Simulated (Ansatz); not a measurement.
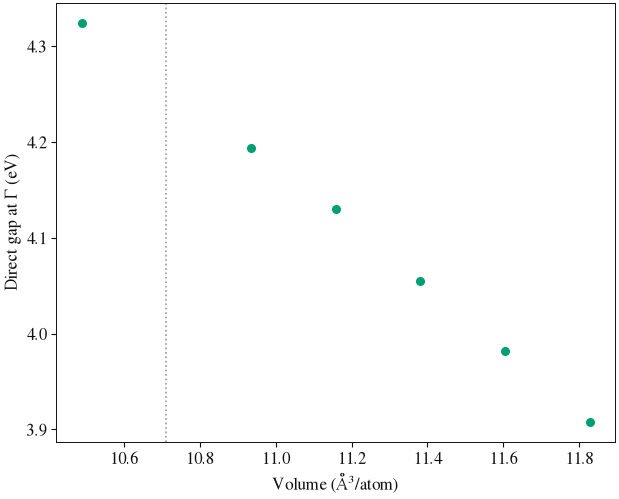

Direct gap at Γ. One run is left out (dotted line).

System: ZrO2, space group P4_2/nmc (No. 137), 6 atoms in the cell. The cell is scaled at fixed shape and fractional positions. At 11.16 Å³/atom, a = 3.596 Å, c = 5.177 Å (tetragonal axes). Method: PBE with D4 dispersion, Ansatz PAW, no spin polarisation, no spin-orbit coupling, 7×7×5 k mesh, 420 eV cutoff, Fermi-Dirac smearing of 0.05 eV (Ansatz 0.2.0).

```csv
volume,Γ (eV)
10.49 Å³/atom,4.32
10.93 Å³/atom,4.19
11.16 Å³/atom,4.13
11.38 Å³/atom,4.05
11.60 Å³/atom,3.98
11.83 Å³/atom,3.91
```

Question: Fill in the row for 10.71 Å³/atom.

Answer: A fit through the other points against the logarithm of the volume gives 4.26 eV at Γ (a straight line). The run itself gives 4.26 eV, within 0.01 eV of the estimate.

Question: What is the deformation potential dE/d ln V?

Answer: A straight line against ln V has a slope of −3.5 eV at Γ.

The smallest gap over all k points computed is 4.19, 4.13, 4.08, 4.02, 3.96, 3.90 and 3.84 eV in turn; it lies up to 0.13 eV under the lowest value plotted. LDA, GGA and most meta-GGA functionals understate gaps. The usual form of ZrO2 is monoclinic. A mesh with an odd division misses points of the zone boundary, where a smaller gap can lie.
